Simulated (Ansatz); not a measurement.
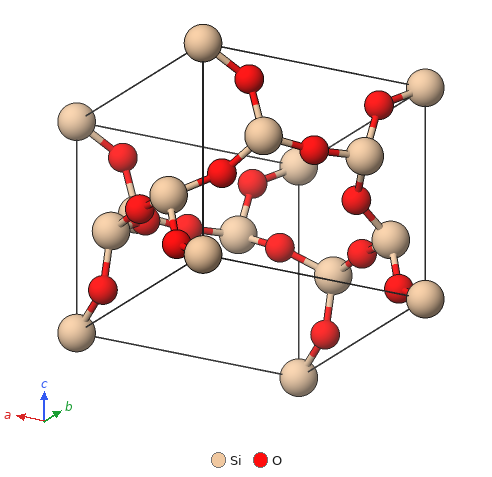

View from a general direction, drawn as a ball-and-stick model. The edges of the conventional unit cell are marked.

Describe the arrangement of the atoms.

Chemical formula SiO₂. Space group: P-4m2 (No. 115). Lattice: primitive tetragonal. The cell holds 15 atoms (5 Si, 10 O), Z = 5. About every Si there are four O in a distorted tetrahedral arrangement. O bonds to two Si. The bonds build a three-dimensional framework.

The structure was taken from a structure listed in the Materials Project. It was relaxed at fixed volume with DFT r2SCAN, scalar-relativistic, plane waves, PAW in Ansatz.

At this level of theory the run's own cell isn't at rest (compressed, at 12 GPa), so its distances can differ from those at equilibrium, the more so the softer the solid.
